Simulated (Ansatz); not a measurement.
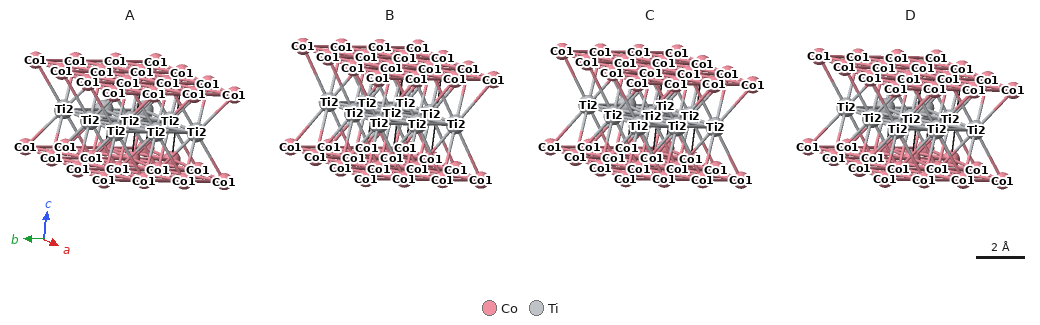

4 geometries from one relaxation of crystalline TiCo (built on the CuPt (L1 type), in shuffled order. Style: ball-and-stick. Shown: the reduced cell, repeated 3 × 3 × 1 with one cell outlined, slightly off an axis. Lengths and directions refer to the drawn axes.

These are results of DFT r2SCAN, scalar-relativistic, plane waves, PAW in Ansatz, not measurements. Settings: plane-wave cutoff 500 eV; k-point mesh 18 × 18 × 18; occupations gaussian; smearing width 0.1 eV; collinear spin; cell and atoms relaxed; force threshold 0.01 eV/Å; at most 80 steps.

Question: Order the frames from highest to lowest energy.

Answer: B, C, D, A. They are steps 0, 1, 2, 8, at +0.177 eV per cell of the calculation, +78.3 meV per cell of the calculation, +20.0 meV per cell of the calculation relative to the last. The atoms keep their places relative to the cell (all moves are under 0.005 Å). Cell: a = b 2.729 → 2.849 Å (+4.4 %), c 4.727 → 4.203 Å (−11.1 %), α 73.2° → 70.2°, β 73.2° → 70.2°. Volume −5.4 %. Near-neighbour distances that change, for instance: Co1–Ti2 2.729 → 2.539 Å, Co1–Co1 2.729 → 2.849 Å, Ti2–Ti2 2.729 → 2.849 Å. The space group stays R-3m (No. 166). The energy falls by 0.177 eV per cell of the calculation in 6 accepted moves (8 points after the start). All forces vanish by symmetry, so only the cell relaxes. The pressure goes from −6.18 to 0.00 GPa. The SCF was repeated twice at an unchanged geometry on a basis and grid sized afresh for the cell, which shifted the energy by less than 0.05 meV per cell of the calculation at most.
